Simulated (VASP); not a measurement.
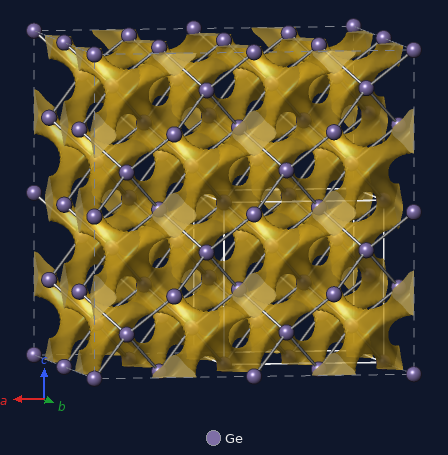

The yellow surface encloses the points that the centre of a probe sphere of radius 0.80 Å can occupy in Ge in space group Fd-3m, computed on a grid of about 0.16 Å (2×2×2 cells shown, view from a free direction; pale faces close the region where the box cuts it).

Hard-sphere model; covalent radii (Cordero): Ge 1.20 Å.

Origin of the cell: an entry of the Crystallography Open Database, as set up for an electronic-structure calculation.

```yaml
crystal:
  lattice:
    - [5.65782, 0.00000, 0.00000]
    - [0.00000, 5.65782, 0.00000]
    - [0.00000, 0.00000, 5.65782]
  atoms:
    - { symbol: Ge, position: [0.25000, 0.25000, 0.25000] }
    - { symbol: Ge, position: [0.50000, 0.00000, 0.50000] }
    - { symbol: Ge, position: [0.25000, 0.75000, 0.75000] }
    - { symbol: Ge, position: [0.50000, 0.50000, 0.00000] }
    - { symbol: Ge, position: [0.75000, 0.25000, 0.75000] }
    - { symbol: Ge, position: [0.00000, 0.00000, 0.00000] }
    - { symbol: Ge, position: [0.75000, 0.75000, 0.25000] }
    - { symbol: Ge, position: [0.00000, 0.50000, 0.50000] }
```

> Is the space open to the probe made of pockets or channels?

Where they connect, they form a three-dimensional network.

> What share of the cell can the probe's centre reach?

About 10 % of the volume (18 Å³ of 181.1 Å³).

> Give the largest included and the largest free sphere.

The largest sphere that fits anywhere has a diameter of 2.50 Å; the largest that can travel through the crystal, about 2.2 Å.

> How does the connectivity change as the probe shrinks?

Below a radius of about 1.11 Å the space forms a three-dimensional network. These are grid estimates, good to about 0.05 Å.
